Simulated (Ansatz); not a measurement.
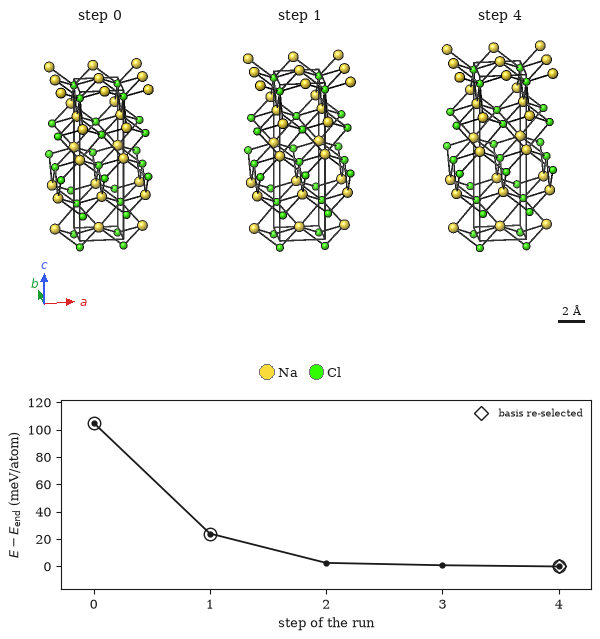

Frames of a relaxation of crystalline NaCl (a generated structure, set up in I4_1md) (coarse preliminary run), marked on the history of the run. The picture is a ball-and-stick view of the conventional cell (2 times the calculation's cell), seen from a free direction. Lengths and directions refer to the drawn axes.

The calculation used DFT PBE, scalar-relativistic, plane waves, PAW (Ansatz 0.2.0).

Input file:
```yaml
crystal:
  lattice:
    - [-1.74005791, 1.74005791, 6.16381814]
    - [1.74005791, -1.74005791, 6.16381814]
    - [1.74005791, 1.74005791, -6.16381814]
  atoms:
    - { symbol: Na, position: [0.542453, 0.542453, 0.0] }
    - { symbol: Na, position: [0.292453, 0.792453, 0.5] }
    - { symbol: Cl, position: [0.707547, 0.207547, 0.5] }
    - { symbol: Cl, position: [0.957547, 0.957547, 0.0] }
basis:
  ecutwfc: 420
kpoints:
  mp_grid: { grid: [8, 8, 8] }
hamiltonian:
  xc: pbe
scf:
  occupations: { method: gaussian, width: 0.1 }
  lower_state_search: "off"
output:
  forces: true
  stress: true
  eigenvalues: true
relax:
  adjacent_minimum: "off"
  f_tol: 0.04
  max_steps: 70
  cell: { stress_tol: 0.4 }
```

Run as
```bash
ansatz run input.yaml --threads 1 --pin off --max-ram 2560MiB --backend cpu --events-out ev --progress --plain --runs-dir out
```

### Describe the path.

The energy falls by 105 meV per atom in 3 accepted moves (4 points after the start). The largest force component goes from 0.014 to 0.0039 eV/Å. The pressure goes from 8.72 to −0.05 GPa. The SCF was repeated once at an unchanged geometry on a basis and grid sized afresh for the cell, which shifted the energy by 0.9 meV per atom at most. The largest moves relative to the cell, 0.012 Å, are those of Na1, Na2, Cl3 and Cl4. Na2 goes along +c. By element the largest moves are Na 0.012 Å, Cl 0.012 Å. Cell: a = b 3.480 → 3.710 Å (+6.6 %), c 12.328 → 13.608 Å (+10.4 %). Volume +25.5 %. Among the contacts that change: Na1–Cl3 2.678 → 2.896 Å, Na1–Cl4 2.674 → 2.876 Å. Bond angles that change, for instance: Cl3–Na2–Cl3 133.9° → 131.6°, Na1–Cl4–Na1 133.9° → 131.6°. The space group stays I4_1md (No. 109). From step 0 to 1: volume +11.9 %, energy −81.1 meV per atom. From step 1 to 4: volume +12.1 %, energy −24.1 meV per atom.

```json
{"step": "0", "E − E(0), meV/atom": "0.00", "largest force component, eV/Å": "0.0143", "pressure, GPa": "8.72", "volume, Å³/atom": "18.663", "note": ""}
{"step": "1", "E − E(0), meV/atom": "-81.05", "largest force component, eV/Å": "0.0115", "pressure, GPa": "3.34", "volume, Å³/atom": "20.886", "note": ""}
{"step": "2", "E − E(0), meV/atom": "-102.52", "largest force component, eV/Å": "0.0031", "pressure, GPa": "0.83", "volume, Å³/atom": "22.563", "note": ""}
{"step": "3", "E − E(0), meV/atom": "-104.26", "largest force component, eV/Å": "0.0039", "pressure, GPa": "-0.15", "volume, Å³/atom": "23.416", "note": ""}
{"step": "4", "E − E(0), meV/atom": "-105.15", "largest force component, eV/Å": "0.0039", "pressure, GPa": "-0.05", "volume, Å³/atom": "23.416", "note": "same geometry, new basis"}
```
